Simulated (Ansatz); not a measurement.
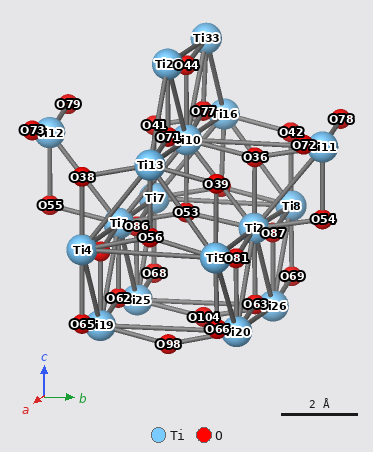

Starting structure of a defect cell of composition Ti₃₅O₇₁. The picture is a ball-and-stick view of the atoms within 5.0 Å of the atom that moves most (axes of the cell of the calculation (origin shifted)), seen from a free direction.

The atoms of the start lie slightly off their symmetric places, so part of the fall in energy undoes that.

The calculation used DFT, PBEsol, PAW, plane waves (Ansatz 0.2.0).

Set-up: plane-wave cutoff 420 eV; k-point mesh 1 × 1 × 1; mesh shifted by (0.25, 0.25, 0.25); collinear spin; atoms relaxed in a fixed cell; force threshold 0.03 eV/Å; at most 80 steps.

```xyz
106
Lattice="11.3113 0.0000 0.0000 0.0000 11.3113 0.0000 0.0000 0.0000 9.5484" Properties=species:S:1:pos:R:3 pbc="T T T"
Ti   11.2978    0.0278    0.0113
Ti   11.2969    3.7582    0.0658
Ti   11.2931    7.5225    9.5346
Ti    3.7339    0.0189    0.0002
Ti    3.7899    3.7157    9.5224
Ti    3.7572    7.5739    0.0140
Ti    7.5459   11.3028    9.5374
Ti    7.5110    3.7541    9.5154
Ti    7.5336    7.5310    9.5233
Ti   11.2674    1.8859    2.3696
Ti    0.0004    5.6518    2.3685
Ti    0.0393    9.4430    2.3870
Ti    3.7773    1.9054    2.3957
Ti    3.7973    5.6663    2.3892
Ti    3.7620    9.4485    2.3735
Ti    7.5351    1.9171    2.3662
Ti    7.5769    5.6506    2.3913
Ti    7.5225    9.4058    2.3384
Ti    1.8943    0.0316    7.1482
Ti    1.8708    3.7822    7.1681
Ti    1.8874    7.5283    7.1610
Ti    5.6617    0.0053    7.1448
Ti    5.6575    3.7485    7.1664
Ti    5.6451    7.5262    7.1529
Ti    9.4100    0.0233    7.1300
Ti    9.4425    3.7818    7.1599
Ti    9.4250    7.5249    7.1694
Ti    1.8629    1.8768    4.7749
Ti    1.8643    5.6485    4.7981
Ti    1.8909    9.4083    4.7633
Ti    5.6717    1.8719    4.7789
Ti    5.6666    9.4210    4.8091
Ti    9.4023    1.9265    4.7706
Ti    9.4105    5.6809    4.7785
Ti    9.4288    9.4446    4.7712
O     0.0128    3.7829    1.9976
O    11.3087    7.5144    1.9628
O     3.7753    0.0302    1.9871
O     3.7794    3.7383    1.9841
O     3.7824    7.5166    1.9867
O     7.5607   11.3062    1.9664
O     7.5428    3.7562    1.9661
O     7.5179    7.5407    1.9884
O    11.2990    1.8825    4.3955
O     0.0425    5.6731    4.3542
O     0.0419    9.4052    4.3590
O     3.7879    1.9148    4.3545
O     3.7442    5.6558    4.3870
O     3.7830    9.4109    4.3303
O     7.5470    1.8678    4.3816
O     7.5577    5.6122    4.3822
O     7.5154    9.4629    4.3502
O    11.3052    1.8832    0.4037
O    11.2834    5.6413    0.3992
O    11.2944    9.4346    0.4092
O     3.7472    1.8971    0.4315
O     3.7430    5.6362    0.3876
O     3.7959    9.3987    0.3654
O     7.5645    1.8459    0.3873
O     7.5701    5.6490    0.4146
O     7.5267    9.4173    0.3732
O     0.0036    0.0183    7.5383
O    11.3088    3.7885    7.5551
O     0.0147    7.5601    7.5593
O     3.7715    0.0300    7.5426
O     3.7562    3.7545    7.5858
O     3.7999    7.5239    7.5687
O     7.5434   11.2960    7.5040
O     7.5226    3.7813    7.6057
O     7.5571    7.5470    7.5647
O     1.8887    1.8923    2.8086
O     1.8893    5.6350    2.7878
O     1.8676    9.4576    2.7898
O     5.6775    1.8836    2.7296
O     5.6633    5.6534    2.7884
O     5.6680    9.4333    2.7753
O     9.4481    1.8541    2.8085
O     9.4064    5.6343    2.7723
O     9.4456    9.4418    2.8016
O     1.8388    0.0209    9.1437
O     1.8627    3.7620    9.1520
O     1.9038    7.5190    9.1036
O     5.7158    0.0042    9.1299
O     5.6723    3.7846    9.1679
O     5.6527    7.5509    9.1834
O     9.4310    0.0000    9.1271
O     9.4499    3.7733    9.1518
O     9.4275    7.5268    9.0907
O     1.9095    0.0172    5.1531
O     1.8753    3.7682    5.1463
O     1.8653    7.5848    5.2047
O     5.6560   11.2923    5.1596
O     5.6680    3.7802    5.1989
O     5.6390    7.5168    5.1570
O     9.4417    0.0040    5.1909
O     9.4038    3.7917    5.1866
O     9.4185    7.5705    5.1738
O     1.9116    1.9080    6.7379
O     1.9239    5.6462    6.7586
O     1.8866    9.4101    6.7349
O     5.6483    1.8892    6.7166
O     5.6588    5.6403    6.7780
O     5.6713    9.4528    6.7419
O     9.4641    1.8680    6.7697
O     9.4095    5.6399    6.7707
O     9.4406    9.3931    6.7339
```

> Predict the outcome.

The largest move is that of O53, 0.64 Å along [0 −1 1]. Largest moves by element: O 0.64 Å, Ti 0.30 Å. The cell stays as it was. Near-neighbour distances that change, for instance: Ti2–O53 1.905 → 2.779 Å, Ti1–Ti10 3.003 → 3.494 Å, Ti1–Ti12 3.040 → 3.400 Å, Ti11–O54 1.969 → 2.273 Å. Bonds break, among them: Ti2–O53 (1.91 → 2.78 Å). Bond angles that change, for instance: Ti1–O53–Ti10 102.0° → 148.4°, Ti10–O36–Ti11 157.6° → 140.5°, Ti2–O36–Ti10 100.3° → 115.0°. After 17 geometry steps the energy has fallen by 6.270 eV per cell of the calculation. Largest force component: 3.8 eV/Å at the start, 0.019 eV/Å at the end.

The end point in the same view:

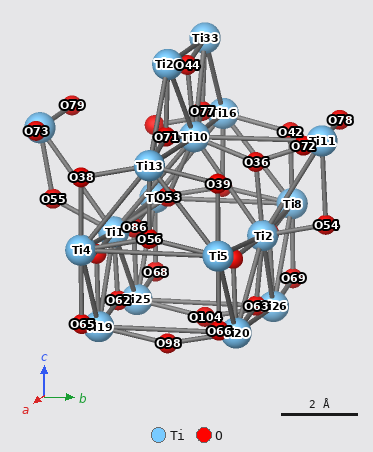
